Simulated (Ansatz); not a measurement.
Single-point calculation of Si₁₂₈C₁₂₈ (part 3 of 3)

Continued. System: Si₁₂₈C₁₂₈ (P6₃mc, 256 atoms in the cell). Method: DFT, r2SCAN, PAW, plane waves (Ansatz 0.2.0); cutoff 500 eV, 1×1×1 k-mesh, Fermi–Dirac smearing of 0.01 eV. The structure was built on a prototype by a generator.

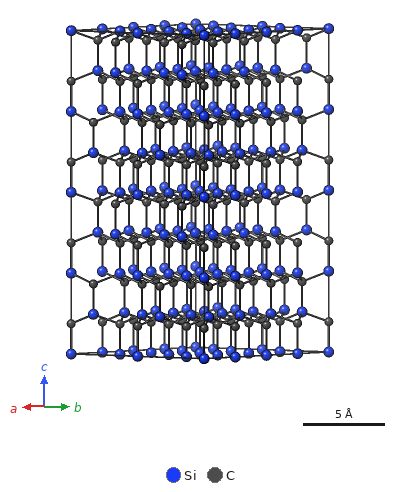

The structure as given in the input (ball-and-stick view of the cell of the calculation, seen at an oblique angle).

Output, continued
```
  atom 200  C      0.00000000     0.01478316     0.01285611
  atom 201  C     -0.00000000     0.01478316     0.01285611
  atom 202  C      0.00000000     0.01478316     0.01285611
  atom 203  C      0.00000000     0.01478316     0.01285611
  atom 204  C      0.00000000     0.01478316     0.01285611
  atom 205  C      0.00000000     0.01478316     0.01285611
  atom 206  C      0.00000000     0.01478316     0.01285611
  atom 207  C      0.00000000     0.01478316     0.01285611
  atom 208  C      0.00000000     0.01478316     0.01285611
  atom 209  C      0.00000000     0.01478316     0.01285611
  atom 210  C      0.00000000     0.01478316     0.01285611
  atom 211  C      0.00000000     0.01478316     0.01285611
  atom 212  C      0.00000000     0.01478316     0.01285611
  atom 213  C      0.00000000     0.01478316     0.01285611
  atom 214  C     -0.00000000     0.01478316     0.01285611
  atom 215  C      0.00000000     0.01478316     0.01285611
  atom 216  C      0.00000000     0.01478316     0.01285611
  atom 217  C      0.00000000     0.01478316     0.01285611
  atom 218  C      0.00000000     0.01478316     0.01285611
  atom 219  C      0.00000000     0.01478316     0.01285611
  atom 220  C      0.00000000     0.01478316     0.01285611
  atom 221  C     -0.00000000     0.01478316     0.01285611
  atom 222  C      0.00000000     0.01478316     0.01285611
  atom 223  C      0.00000000     0.01478316     0.01285611
  atom 224  C      0.00000000     0.01478316     0.01285611
  atom 225  C     -0.00000000    -0.01478316     0.01285611
  atom 226  C     -0.00000000    -0.01478316     0.01285611
  atom 227  C     -0.00000000    -0.01478316     0.01285611
  atom 228  C     -0.00000000    -0.01478316     0.01285611
  atom 229  C      0.00000000    -0.01478316     0.01285611
  atom 230  C      0.00000000    -0.01478316     0.01285611
  atom 231  C     -0.00000000    -0.01478316     0.01285611
  atom 232  C     -0.00000000    -0.01478316     0.01285611
  atom 233  C      0.00000000    -0.01478316     0.01285611
  atom 234  C      0.00000000    -0.01478316     0.01285611
  atom 235  C     -0.00000000    -0.01478316     0.01285611
  atom 236  C     -0.00000000    -0.01478316     0.01285611
  atom 237  C     -0.00000000    -0.01478316     0.01285611
  atom 238  C     -0.00000000    -0.01478316     0.01285611
  atom 239  C     -0.00000000    -0.01478316     0.01285611
  atom 240  C     -0.00000000    -0.01478316     0.01285611
  atom 241  C      0.00000000    -0.01478316     0.01285611
  atom 242  C      0.00000000    -0.01478316     0.01285611
  atom 243  C      0.00000000    -0.01478316     0.01285611
  atom 244  C      0.00000000    -0.01478316     0.01285611
  atom 245  C     -0.00000000    -0.01478316     0.01285611
  atom 246  C     -0.00000000    -0.01478316     0.01285611
  atom 247  C     -0.00000000    -0.01478316     0.01285611
  atom 248  C     -0.00000000    -0.01478316     0.01285611
  atom 249  C      0.00000000    -0.01478316     0.01285611
  atom 250  C      0.00000000    -0.01478316     0.01285611
  atom 251  C     -0.00000000    -0.01478316     0.01285611
  atom 252  C     -0.00000000    -0.01478316     0.01285611
  atom 253  C     -0.00000000    -0.01478316     0.01285611
  atom 254  C     -0.00000000    -0.01478316     0.01285611
  atom 255  C     -0.00000000    -0.01478316     0.01285611
  atom 256  C      0.00000000    -0.01478316     0.01285611
  max |Σ_I F_I| component: 7.12e-4 eV/Å
--- Band table (eV) ---
  k-point 0: bands = ["-6.8169", "-6.5010", "-6.5010", "-5.9840", "-5.9840", "-5.7135", "-5.7135", "-5.6755", "-5.6755", "-5.6755", ... 558 levels left out ..., "14.1745", "14.2217", "14.2217", "14.4166", "14.4166", "14.7116", "14.7116", "14.7143", "14.7539", "14.7539", "14.8502", "14.8502", "15.0411", "15.0411", "15.0831", "15.0831", "15.0980", "15.2093", "15.2093", "15.2093", "15.2093", "15.2268", "15.2268", "15.2268", "15.2268", "15.2752", "15.2752", "15.2790", "15.3124",
      "15.3124", "15.5284", "15.5284", "15.5284", "15.5284", "15.5284", "15.5284", "15.5284", "15.5284", "15.5346", "15.5346", "15.5497", "15.5497", "15.5497", "15.5497", "15.6181", "15.6181", "15.6210", "15.6210", "15.6913", "15.7174", "15.7174", "15.7174", "15.7174", "15.7260", "15.7260", "15.7287", "15.7873", "15.7873", "15.7873", "15.7873", "15.8436", "15.8436", "15.8436", "15.8436", "16.1208", "16.1208", "16.1208", "16.1208", "16.1246",
      "16.1246", "16.1298", "16.1298", "16.2407", "16.2407", "16.3135", "16.3466", "16.3682", "16.3682", "16.4038", "16.4038", "16.4038", "16.4038", "16.4038", "16.4038", "16.4038", "16.4038", "16.4115", "16.4115", "16.4115", "16.4115", "16.4406", "16.4406", "16.6909", "16.6909", "16.6909", "16.6909", "16.7270", "16.7270", "16.7270", "16.7270", "16.7426", "16.7426", "16.7747", "16.7747", "16.8008", "16.8008", "16.8069", "16.8069", "16.8069",
      "16.8069", "16.9530", "16.9575", "16.9625", "16.9674", "16.9929", "16.9929", "16.9929", "16.9929", "17.0200", "17.0200", "17.0200", "17.0200", "17.0417", "17.0417", "17.0464", "17.0464", "17.1437", "17.1464", "17.1464", "17.1909", "17.1909", "17.3018", "17.3018", "17.3018", "17.3018", "17.3031", "17.3031", "17.3155", "17.3155", "17.3320", "17.3320", "17.4119", "17.5597", "17.5597", "17.5597", "17.5597", "17.6136", "17.6136", "17.6136",
      "17.6136", "17.6551", "17.6551", "17.6581", "17.6982", "17.6982", "17.7194", "17.7194", "17.7227", "17.7227", "17.7537", "17.7537", "17.7979", "17.7979", "17.8085", "17.8085", "17.8147", "17.8147", "17.8309", "17.8309", "17.8309", "17.8309", "17.8309", "17.8309", "17.8309", "17.8309", "17.9832", "17.9832", "17.9832", "17.9832", "18.0523", "18.0523", "18.0572", "18.0572", "18.0645", "18.0694", "18.0888", "18.0888", "18.0888", "18.0888",
      "18.1139", "18.1139", "18.1616", "18.1616", "18.1644", "18.1644", "18.1644", "18.1644", "18.2547", "18.2547", "18.2547"]
--- Löwdin populations: 256 sites ---
  site symbol       q [e]
     0     Si      2.8774
     1     Si      2.8774
     2     Si      2.8774
     3     Si      2.8774
     4     Si      2.8774
     5     Si      2.8774
     6     Si      2.8774
     7     Si      2.8774
     8     Si      2.8774
     9     Si      2.8774
    10     Si      2.8774
    11     Si      2.8774
    12     Si      2.8774
    13     Si      2.8774
    14     Si      2.8774
    15     Si      2.8774
    16     Si      2.8774
    17     Si      2.8774
    18     Si      2.8774
    19     Si      2.8774
    20     Si      2.8774
    21     Si      2.8774
    22     Si      2.8774
    23     Si      2.8774
    24     Si      2.8774
    25     Si      2.8774
    26     Si      2.8774
    27     Si      2.8774
    28     Si      2.8774
    29     Si      2.8774
    30     Si      2.8774
    31     Si      2.8774
    32     Si      2.8931
    33     Si      2.8931
    34     Si      2.8931
    35     Si      2.8931
    36     Si      2.8931
    37     Si      2.8931
    38     Si      2.8931
    39     Si      2.8931
    40     Si      2.8931
    41     Si      2.8931
    42     Si      2.8931
    43     Si      2.8931
    44     Si      2.8931
    45     Si      2.8931
    46     Si      2.8931
    47     Si      2.8931
    48     Si      2.8931
    49     Si      2.8931
    50     Si      2.8931
    51     Si      2.8931
    52     Si      2.8931
    53     Si      2.8931
    54     Si      2.8931
    55     Si      2.8931
    56     Si      2.8931
    57     Si      2.8931
    58     Si      2.8931
    59     Si      2.8931
    60     Si      2.8931
    61     Si      2.8931
    62     Si      2.8931
    63     Si      2.8931
    64     Si      2.8931
    65     Si      2.8931
    66     Si      2.8931
    67     Si      2.8931
    68     Si      2.8931
    69     Si      2.8931
    70     Si      2.8931
    71     Si      2.8931
    72     Si      2.8931
    73     Si      2.8931
    74     Si      2.8931
    75     Si      2.8931
    76     Si      2.8931
    77     Si      2.8931
    78     Si      2.8931
    79     Si      2.8931
    80     Si      2.8931
    81     Si      2.8931
    82     Si      2.8931
    83     Si      2.8931
    84     Si      2.8931
    85     Si      2.8931
    86     Si      2.8931
    87     Si      2.8931
    88     Si      2.8931
    89     Si      2.8931
    90     Si      2.8931
    91     Si      2.8931
    92     Si      2.8931
    93     Si      2.8931
    94     Si      2.8931
    95     Si      2.8931
    96     Si      2.8774
    97     Si      2.8774
    98     Si      2.8774
    99     Si      2.8774
   100     Si      2.8774
   101     Si      2.8774
   102     Si      2.8774
   103     Si      2.8774
   104     Si      2.8774
   105     Si      2.8774
   106     Si      2.8774
   107     Si      2.8774
   108     Si      2.8774
   109     Si      2.8774
   110     Si      2.8774
   111     Si      2.8774
   112     Si      2.8774
   113     Si      2.8774
   114     Si      2.8774
   115     Si      2.8774
   116     Si      2.8774
   117     Si      2.8774
   118     Si      2.8774
   119     Si      2.8774
   120     Si      2.8774
   121     Si      2.8774
   122     Si      2.8774
   123     Si      2.8774
   124     Si      2.8774
   125     Si      2.8774
   126     Si      2.8774
   127     Si      2.8774
   128      C      5.0259
   129      C      5.0259
   130      C      5.0259
   131      C      5.0259
   132      C      5.0259
   133      C      5.0259
   134      C      5.0259
   135      C      5.0259
   136      C      5.0259
   137      C      5.0259
   138      C      5.0259
   139      C      5.0259
   140      C      5.0259
   141      C      5.0259
   142      C      5.0259
   143      C      5.0259
   144      C      5.0259
   145      C      5.0259
   146      C      5.0259
   147      C      5.0259
   148      C      5.0259
   149      C      5.0259
   150      C      5.0259
   151      C      5.0259
   152      C      5.0259
   153      C      5.0259
   154      C      5.0259
   155      C      5.0259
   156      C      5.0259
   157      C      5.0259
   158      C      5.0259
   159      C      5.0259
   160      C      5.0259
   161      C      5.0259
   162      C      5.0259
   163      C      5.0259
   164      C      5.0259
   165      C      5.0259
   166      C      5.0259
   167      C      5.0259
   168      C      5.0259
   169      C      5.0259
   170      C      5.0259
   171      C      5.0259
   172      C      5.0259
   173      C      5.0259
   174      C      5.0259
   175      C      5.0259
   176      C      5.0259
   177      C      5.0259
   178      C      5.0259
   179      C      5.0259
   180      C      5.0259
   181      C      5.0259
   182      C      5.0259
   183      C      5.0259
   184      C      5.0259
   185      C      5.0259
   186      C      5.0259
   187      C      5.0259
   188      C      5.0259
   189      C      5.0259
   190      C      5.0259
   191      C      5.0259
   192      C      5.0374
   193      C      5.0374
   194      C      5.0374
   195      C      5.0374
   196      C      5.0374
   197      C      5.0374
   198      C      5.0374
   199      C      5.0374
   200      C      5.0374
   201      C      5.0374
   202      C      5.0374
   203      C      5.0374
   204      C      5.0374
   205      C      5.0374
   206      C      5.0374
   207      C      5.0374
   208      C      5.0374
   209      C      5.0374
   210      C      5.0374
   211      C      5.0374
   212      C      5.0374
   213      C      5.0374
   214      C      5.0374
   215      C      5.0374
   216      C      5.0374
   217      C      5.0374
   218      C      5.0374
   219      C      5.0374
   220      C      5.0374
   221      C      5.0374
   222      C      5.0374
   223      C      5.0374
   224      C      5.0374
   225      C      5.0374
   226      C      5.0374
   227      C      5.0374
   228      C      5.0374
   229      C      5.0374
   230      C      5.0374
   231      C      5.0374
   232      C      5.0374
   233      C      5.0374
   234      C      5.0374
   235      C      5.0374
   236      C      5.0374
   237      C      5.0374
   238      C      5.0374
   239      C      5.0374
   240      C      5.0374
   241      C      5.0374
   242      C      5.0374
   243      C      5.0374
   244      C      5.0374
   245      C      5.0374
   246      C      5.0374
   247      C      5.0374
   248      C      5.0374
   249      C      5.0374
   250      C      5.0374
   251      C      5.0374
   252      C      5.0374
   253      C      5.0374
   254      C      5.0374
   255      C      5.0374
  spilling = 0.010383 (of n_electrons = 1024.000000)
```
